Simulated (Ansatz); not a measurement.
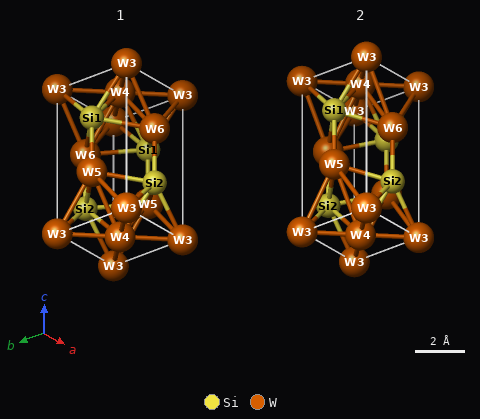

Two geometries of solid SiW$_{2}$ (a generated structure, set up in P4/nmm) (coarse preliminary run), drawn at one scale. One is the start of a relaxation, the other its converged end. A ball-and-stick model of the cell of the calculation, seen from a free direction.

Method: DFT PBE, scalar-relativistic, plane waves, PAW in Ansatz. Settings: plane-wave cutoff 420 eV; k-point mesh 6 × 6 × 4; occupations gaussian; smearing width 0.1 eV; no spin polarisation; cell and atoms relaxed; force threshold 0.04 eV/Å; at most 70 steps.

Question: Which geometry has the lower energy?

Answer: Structure 1 is the relaxed one. The largest moves relative to the cell, 0.19 Å, are those of W5 and W6. W6 goes along +c. By element the largest moves are W 0.19 Å, Si 0.08 Å. The drawn cell changes as follows: a = b 3.437 → 3.695 Å (+7.5 %), c 7.054 → 6.753 Å (−4.3 %); the volume changes by +10.7 %. Near-neighbour distances that change, for instance: W5–W6 3.057 → 3.389 Å, W3–W4 2.430 → 2.613 Å, W3–W5 3.117 → 2.949 Å, Si1–W6 2.521 → 2.639 Å. The space group stays P4/nmm (No. 129). After 4 accepted moves (5 points after the start) the energy has fallen by 2.046 eV per cell of the calculation. Largest force component: 1.4 eV/Å at the start, 0.036 eV/Å at the end. The pressure goes from 31.92 to 0.08 GPa. At 1 point the geometry stayed and the basis and grid were re-selected for the new cell (energy shift of 5.1 meV per cell of the calculation at most each time). The run took 18 s on 1 thread of Intel(R) Xeon(R) 6975P-C (Granite Rapids), with other jobs on the host, peak memory 0.45 GiB.
